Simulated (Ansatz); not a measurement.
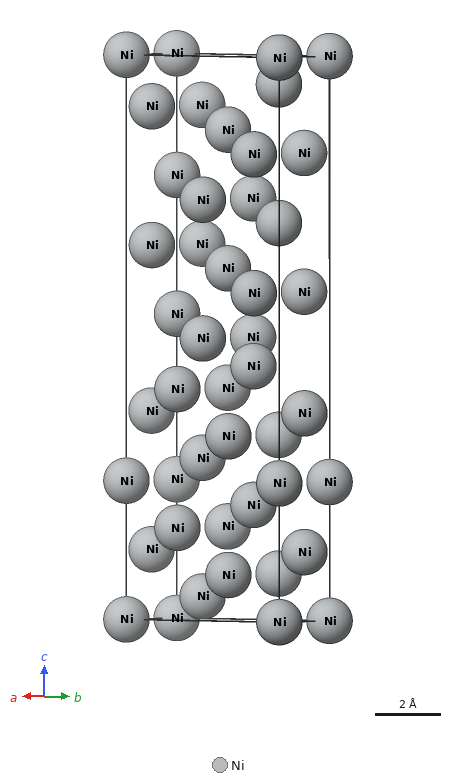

*The starting structure (spheres-only view of the cell of the calculation, seen at an oblique angle). An atom can appear more than once, as a periodic image.*

## Geometry relaxation of Ni

System: Ni (interface cell, 24 atoms in the cell).
Method: DFT PBE, scalar-relativistic, plane waves, PAW (Ansatz 0.2.0).

The structure derives from an entry of the Crystallography Open Database. The run did not end well. It belongs to a series of runs on one base structure; here: symmetric tilt boundary Sigma 3 (2 1 1), mirror on a plane, shift [0, 0.5].

The program's output:
```
Engine: ansatz 0.2.0, x86_64-unknown-linux-gnu
Pseudopotentials: kind: paw
Pseudopotential: Ni, paw, valence charge 18, recommended cutoff 420 eV (normal), Ni.paw.azcp
Functional definition: PBE
  parameter kappa = 0.804
  parameter beta = 0.06672455060314922
  exchange = pbe_x(kappa = kappa, mu = beta*pi^2/3)
  correlation = pbe_c(beta = beta)
Crystal: 24 atoms, lattice volume = 265.894 Å³
Basis set: ecut = 420 eV, 5167 PW (Γ), exchange–correlation on 36×90×240 points (8 copies of the dense FFT grid, shifted against one another)
Bands: 270, of which v1, the nominal top of the filled ones, is band 216 counted from 1 (215 counted from 0)
Symmetry: 4 space group operations
Space group: Pmc21 (ITA 26), of the structure as read, at distance tolerance 6.4e-5 Å
Magnetic group: BNS 26.66 (UNI 164), of the structure as read, at distance tolerance 6.4e-5 Å
k-points: 64 of 168
Non-local potential: Ni, projectors of the file, l = 0: 3, l = 1: 2, l = 2: 3, l = 3: 1
PAW form: soft (Blöchl's): semilocal exchange-correlation on the pseudo side does not see the compensation charge
PAW one-centre angular grid: Ni, 590 points (default); XC on 64 Gauss nodes
Initial density: superposition of atomic densities (chi_scale 0.1, normalization cell)
Starting moments: Σ|m| = 18 μB on 24 of 24 sites
Initial wavefunctions: pseudopotential atomic-orbital guess
Functional: x = pbe(κ = 0.804, μ = 0.2195149727645171), c = pbe(β = 0.06672455060314922)
SCF iter   1: F=—  HF=-140143.644273 eV  |F-HF|=—  |Δ(HF+E_count)|=         —  Δρ=8.68e-2 (↑3.55e-2 ↓8.68e-2)  dr2=5.24e1  dr2_m=2.56e0  M=14.842 μB ∫|m|=15.513 μB  β_m=0.30  ethr=3.10e-3  ⟨swp⟩=4.5  Hψ=103753  notcnv=0  defer=2381
preconditioner: auto → Kerker (q_TF=auto, 2.958 Å⁻¹)  [metal: Δε(μ)=0.000 eV  Ē_g=9.198 eV  σ=0.100 eV  W_gap=0.00  n_scr=114 (ndim 8)  ℏωp=35.3 eV  f_vac=0.002  D(μ)=40.86/eV (n_scr^D=646)]
spin=Collinear: Kerker preconditioning applied to the charge; magnetization (m = ρ↑ − ρ↓) channel mixes plain (no charge-response kernel on spin).
SCF iter   2: F=—  HF=-140146.669300 eV  |F-HF|=—  |Δ(HF+E_count)|=    3.03e0  Δρ=1.91e-1 (↑1.02e-1 ↓1.91e-1)  dr2=2.88e2  dr2_m=7.64e0  M=9.625 μB ∫|m|=10.668 μB  β_m=0.30  ethr=3.10e-3  ⟨swp⟩=3.0  Hψ=61766  notcnv=0  defer=4942
SCF iter   3: F=—  HF=-140142.149200 eV  |F-HF|=—  |Δ(HF+E_count)|=    4.52e0  Δρ=6.00e-2 (↑2.13e-2 ↓6.00e-2)  dr2=2.47e1  dr2_m=1.66e0  M=14.177 μB ∫|m|=15.109 μB  β_m=0.30  ethr=3.10e-3  ⟨swp⟩=2.2  Hψ=56622  notcnv=0  defer=5111
SCF iter   4: F=—  HF=-140142.365922 eV  |F-HF|=—  |Δ(HF+E_count)|=   2.17e-1  Δρ=1.06e-1 (↑2.87e-2 ↓1.06e-1)  dr2=6.13e1  dr2_m=3.96e0  M=13.634 μB ∫|m|=14.777 μB  β_m=0.30  ethr=3.10e-3  ⟨swp⟩=2.1  Hψ=40399  notcnv=0  defer=4996
SCF iter   5: F=—  HF=-140141.123809 eV  |F-HF|=—  |Δ(HF+E_count)|=    1.24e0  Δρ=1.64e-2 (↑1.09e-2 ↓1.64e-2)  dr2=2.03e0  dr2_m=2.64e-1  M=13.706 μB ∫|m|=14.962 μB  β_m=0.30  ethr=3.10e-3  ⟨swp⟩=2.1  Hψ=32861  notcnv=0  defer=4978
SCF iter   6: F=—  HF=-140141.055578 eV  |F-HF|=—  |Δ(HF+E_count)|=   6.82e-2  Δρ=4.37e-2 (↑1.34e-2 ↓4.37e-2)  dr2=9.28e0  dr2_m=7.57e-1  M=13.592 μB ∫|m|=14.971 μB  β_m=0.30  ethr=4.69e-4  ⟨swp⟩=2.2  Hψ=44610  notcnv=0  defer=4974
SCF iter   7: F=—  HF=-140140.850320 eV  |F-HF|=—  |Δ(HF+E_count)|=   2.05e-1  Δρ=2.52e-2 (↑9.69e-3 ↓2.52e-2)  dr2=3.38e0  dr2_m=3.26e-1  M=13.580 μB ∫|m|=15.046 μB  β_m=0.30  ethr=4.69e-4  ⟨swp⟩=2.1  Hψ=40142  notcnv=0  defer=4986
SCF iter   8: F=—  HF=-140140.859583 eV  |F-HF|=—  |Δ(HF+E_count)|=   9.26e-3  Δρ=1.87e-2 (↑7.79e-3 ↓1.87e-2)  dr2=1.84e0  dr2_m=1.80e-1  M=13.679 μB ∫|m|=15.213 μB  β_m=0.30  ethr=4.69e-4  ⟨swp⟩=2.0  Hψ=31006  notcnv=0  defer=4986
Mixer restart at iter 8: flushing history
spin-set hold released at iteration 8 (site moments contracting): the magnetisation degrees of freedom join the quasi-Newton model from the next iteration; the mixer history was flushed
SCF iter   9: F=—  HF=-140141.056478 eV  |F-HF|=—  |Δ(HF+E_count)|=   1.97e-1  Δρ=3.87e-2 (↑1.34e-2 ↓3.87e-2)  dr2=7.29e0  dr2_m=4.88e-1  M=14.119 μB ∫|m|=15.696 μB  β_m=0.14  ethr=4.26e-4  ⟨swp⟩=2.1  Hψ=39853  notcnv=0  defer=4986  recentre
SCF iter  10: F=—  HF=-140140.861888 eV  |F-HF|=—  |Δ(HF+E_count)|=   1.95e-1  Δρ=1.32e-2 (↑6.22e-3 ↓1.32e-2)  dr2=8.86e-1  dr2_m=1.12e-1  M=13.747 μB ∫|m|=15.323 μB  β_m=0.09  ethr=4.26e-4  ⟨swp⟩=2.0  Hψ=40593  notcnv=0  defer=4977
SCF iter  11: F=—  HF=-140140.877987 eV  |F-HF|=—  |Δ(HF+E_count)|=   1.61e-2  Δρ=9.88e-3 (↑4.82e-3 ↓9.88e-3)  dr2=3.66e-1  dr2_m=7.30e-2  M=13.861 μB ∫|m|=15.492 μB  β_m=0.07  ethr=2.05e-4  ⟨swp⟩=1.8  Hψ=30732  notcnv=0  defer=4977
SCF iter  12: F=—  HF=-140140.891079 eV  |F-HF|=—  |Δ(HF+E_count)|=   1.31e-2  Δρ=4.33e-3 (↑2.95e-3 ↓4.33e-3)  dr2=4.49e-2  dr2_m=2.39e-2  M=13.943 μB ∫|m|=15.682 μB  β_m=0.13  ethr=8.48e-5  ⟨swp⟩=1.9  Hψ=30421  notcnv=0  defer=4977
SCF iter  13: F=—  HF=-140140.888010 eV  |F-HF|=—  |Δ(HF+E_count)|=   3.07e-3  Δρ=3.63e-3 (↑1.99e-3 ↓3.63e-3)  dr2=3.15e-2  dr2_m=1.26e-2  M=14.028 μB ∫|m|=15.885 μB  β_m=0.22  ethr=1.04e-5  ⟨swp⟩=2.0  Hψ=57343  notcnv=0  defer=4977
SCF iter  14: F=—  HF=-140140.889244 eV  |F-HF|=—  |Δ(HF+E_count)|=   1.23e-3  Δρ=4.14e-3 (↑1.80e-3 ↓4.14e-3)  dr2=6.41e-2  dr2_m=1.14e-2  M=14.055 μB ∫|m|=15.925 μB  β_m=0.39  ethr=7.29e-6  ⟨swp⟩=1.0  Hψ=29743  notcnv=0  defer=4977
SCF iter  15: F=—  HF=-140140.899246 eV  |F-HF|=—  |Δ(HF+E_count)|=   1.00e-2  Δρ=6.70e-3 (↑2.11e-3 ↓6.70e-3)  dr2=1.91e-1  dr2_m=1.55e-2  M=14.056 μB ∫|m|=15.930 μB  β_m=0.27  ethr=7.29e-6  ⟨swp⟩=2.0  Hψ=54003  notcnv=0  defer=4977  recentre
SCF iter  16: F=—  HF=-140140.893979 eV  |F-HF|=—  |Δ(HF+E_count)|=   5.27e-3  Δρ=1.79e-3 (↑8.30e-4 ↓1.79e-3)  dr2=1.37e-2  dr2_m=2.42e-3  M=14.064 μB ∫|m|=15.939 μB  β_m=0.37  ethr=7.29e-6  ⟨swp⟩=2.0  Hψ=41447  notcnv=0  defer=4977
SCF iter  17: F=—  HF=-140140.894030 eV  |F-HF|=—  |Δ(HF+E_count)|=   5.11e-5  Δρ=1.38e-3 (↑9.18e-4 ↓1.38e-3)  dr2=1.64e-2  dr2_m=3.63e-4  M=14.057 μB ∫|m|=15.941 μB  β_m=0.37  ethr=3.16e-6  ⟨swp⟩=1.4  Hψ=30793  notcnv=0  defer=4977
SCF iter  18: F=—  HF=-140140.894022 eV  |F-HF|=—  |Δ(HF+E_count)|=   7.68e-6  Δρ=1.95e-3 (↑7.66e-4 ↓1.95e-3)  dr2=1.71e-2  dr2_m=1.23e-3  M=14.067 μB ∫|m|=15.953 μB  β_m=0.30  ethr=3.16e-6  ⟨swp⟩=1.4  Hψ=30189  notcnv=0  defer=4977
SCF iter  19: F=—  HF=-140140.893637 eV  |F-HF|=—  |Δ(HF+E_count)|=   3.85e-4  Δρ=1.05e-3 (↑3.65e-4 ↓1.05e-3)  dr2=6.19e-3  dr2_m=6.28e-4  M=14.077 μB ∫|m|=15.967 μB  β_m=0.31  ethr=3.16e-6  ⟨swp⟩=1.2  Hψ=29809  notcnv=0  defer=4977
SCF iter  20: F=—  HF=-140140.893435 eV  |F-HF|=—  |Δ(HF+E_count)|=   2.02e-4  Δρ=5.84e-4 (↑2.78e-4 ↓5.84e-4)  dr2=1.80e-3  dr2_m=1.10e-4  M=14.077 μB ∫|m|=15.974 μB  β_m=0.24  ethr=1.43e-6  ⟨swp⟩=1.0  Hψ=29587  notcnv=0  defer=4977
```

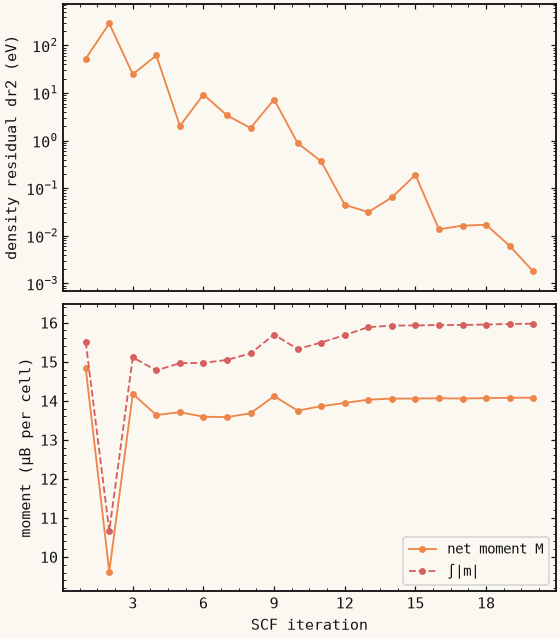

*Convergence of the self-consistent field: density residual dr2 and magnetic moment against the SCF iteration.*

The run ended after 20 iterations. The net moment goes from 14.8 to 14.1 μB per cell, with excursions between 9.6 and 14.8 on the way.

```
Error: SIGTERM received: cancelled by the caller after 20 completed SCF iterations
```

This output came from the following input.

Input file:
```yaml
crystal:
  lattice:
    - [2.4879380541, 0.0, 0.0]
    - [0.0, 6.0941787441, 0.0]
    - [0.0, 0.0, 17.5369404629]
  atoms:
    - { symbol: Ni, position: [0.0, 0.0, 0.0], spin: 0.75 }
    - { symbol: Ni, position: [1.0, 0.3333333333, 0.1638155422], spin: 0.75 }
    - { symbol: Ni, position: [0.0, 0.6666666667, 0.0819077711], spin: 0.75 }
    - { symbol: Ni, position: [0.5, 1.0, 0.1228616567], spin: 0.75 }
    - { symbol: Ni, position: [0.5, 0.3333333333, 0.0409538856], spin: 0.75 }
    - { symbol: Ni, position: [0.5, 0.6666666667, 0.2047694278], spin: 0.75 }
    - { symbol: Ni, position: [1.0, 1.0, 0.2457233133], spin: 0.75 }
    - { symbol: Ni, position: [1.0, 0.3333333333, 0.4095388555], spin: 0.75 }
    - { symbol: Ni, position: [1.0, 0.6666666667, 0.3276310844], spin: 0.75 }
    - { symbol: Ni, position: [0.5, 1.0, 0.36858497], spin: 0.75 }
    - { symbol: Ni, position: [0.5, 0.3333333333, 0.2866771989], spin: 0.75 }
    - { symbol: Ni, position: [0.5, 0.6666666667, 0.4504927411], spin: 0.75 }
    - { symbol: Ni, position: [1.0, 0.8333333333, 0.8276310844], spin: 0.75 }
    - { symbol: Ni, position: [0.0, 0.1666666667, 0.9095388555], spin: 0.75 }
    - { symbol: Ni, position: [0.5, 0.5, 0.86858497], spin: 0.75 }
    - { symbol: Ni, position: [0.5, 0.8333333333, 0.9504927411], spin: 0.75 }
    - { symbol: Ni, position: [0.5, 0.1666666667, 0.7866771989], spin: 0.75 }
    - { symbol: Ni, position: [1.0, 0.5, 0.7457233133], spin: 0.75 }
    - { symbol: Ni, position: [1.0, 0.8333333333, 0.5819077711], spin: 0.75 }
    - { symbol: Ni, position: [1.0, 0.1666666667, 0.6638155422], spin: 0.75 }
    - { symbol: Ni, position: [0.5, 0.5, 0.6228616567], spin: 0.75 }
    - { symbol: Ni, position: [0.5, 0.8333333333, 0.7047694278], spin: 0.75 }
    - { symbol: Ni, position: [0.5, 0.1666666667, 0.5409538856], spin: 0.75 }
    - { symbol: Ni, position: [1.0, 0.5, 0.5], spin: 0.75 }
basis:
  ecutwfc: 420
kpoints:
  mp_grid: { grid: [14, 6, 2] }
hamiltonian:
  xc: pbe
scf:
  occupations: { method: gaussian, width: 0.1 }
  lower_state_search: "off"
output:
  forces: true
  stress: true
  eigenvalues: true
  populations: true
magnetization:
  spin_polarized: true
relax:
  adjacent_minimum: "off"
  f_tol: 0.02
  max_steps: 60
  cell: { fix: [a, b, alpha, beta, gamma], stress_tol: 0.1 }
```

Command:
```bash
ansatz run input.yaml --threads 4 --pin off --max-ram 11264MiB --backend cpu --events-out ev --progress --plain --runs-dir out
```

What the run reported:

| quantity | value |
| --- | --- |
| outcome | stopped at the time limit |
| hardware | 4 threads of Intel Xeon @ 2.50GHz (Skylake/Cascade Lake), 192 GiB of memory available, shared host |
| wall time | 8.8 min (CPU time 31 min) |
| peak memory | 6.2 GiB |

What went wrong:

The run was cut off by its time limit, so the output is incomplete.
